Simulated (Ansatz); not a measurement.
Cu, as given below.

```xyz
3
Lattice="3.9984 0.0000 0.0000 -1.9992 3.4627 0.0000 0.0000 0.0000 2.4004" Properties=species:S:1:pos:R:3 pbc="T T T"
Cu    0.0000    0.0000    0.0000
Cu    0.0000    2.3085    1.2002
Cu    1.9992    1.1542    1.2002
```

It is based on the end point of a relaxation with Ansatz 0.2.0, DFT, LDA (PW92), plane waves (420 eV) with PAW, scalar-relativistic; the starting structure was generated, so it need not be a known form of this composition.

### Predict the first 3 clear peaks of the X-ray G(r) with σ = 0.10 Å, and name the atom pairs.

1. 2.59 Å: Cu–Cu at 2.40–2.60 Å
2. 3.33 Å: Cu–Cu at 3.33 Å
3. 4.01 Å: Cu–Cu at 4.00 Å

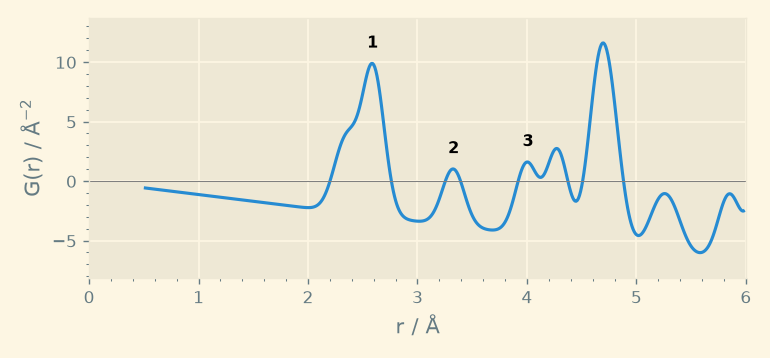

Computed X-ray G(r), with each pair weighted by the product of the atomic numbers (X-ray weights at Q = 0) and a uniform peak width σ = 0.10 Å, damped by exp(−(Q_damp r)²/2) with Q_damp = 0.020 Å⁻¹. There is no Q-range truncation.
